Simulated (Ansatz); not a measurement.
## Electronic structure of Li in real space

```xyz
4
Lattice="2.6657 0.0000 0.0000 -1.3328 2.3085 0.0000 0.0000 0.0000 8.7698" Properties=species:S:1:pos:R:3 pbc="T T T"
Li    0.0000    0.0000    0.0000
Li    0.0000    1.5390    2.1925
Li    0.0000    0.0000    4.3849
Li    1.3328    0.7695    6.5774
```

Space group P6₃/mmc; a structure from a database of computed crystals, not necessarily the ambient phase; computed pressure about 12 GPa in this cell.

Theory: DFT r2SCAN, scalar-relativistic, plane waves, PAW in Ansatz.

In a PAW calculation such maps are meaningful between the atoms, not at the nuclei.

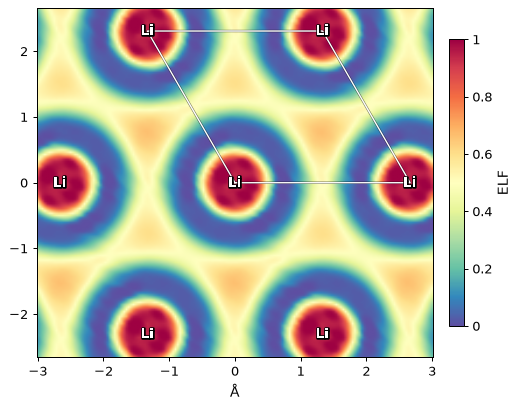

Figure 1. ELF on the (001) plane of the conventional cell.

**Interpret the plot.**

- Atoms in the plane: Li.
- Li–Li (2.67 Å): the ELF reaches about 0.50 near the midpoint.
- The features right at Li lie inside the PAW spheres, where the map follows smoothed inner orbitals and isn't to be read closely.

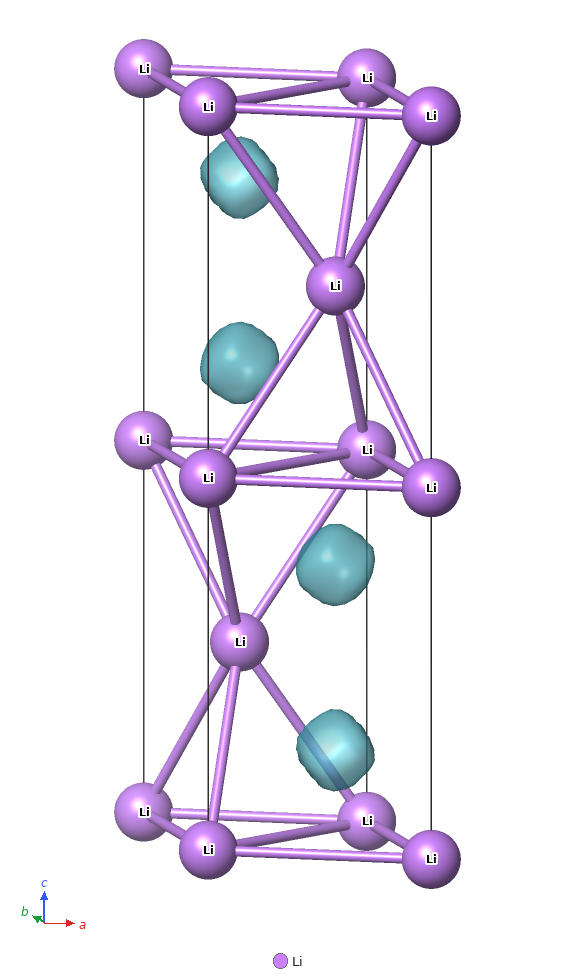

Figure 2. Isosurface of the ELF at 0.75 (cyan), seen slightly off an axis. Only the valence region is drawn (cores and ρ < 0.01 e/Å³ removed). Sticks mark near contacts.

**What do the ELF domains correspond to?**

The surface consists of four pockets between the atoms, centred on no nucleus (multi-centre or interstitial), counted in one cell of 4 atoms. Any copies at cell faces, edges or corners count once. There are no localised bonds or lone pairs at this value.

**Metal or insulator at this level of theory?**

It is metallic or semimetallic at this level of theory: no gap opens.
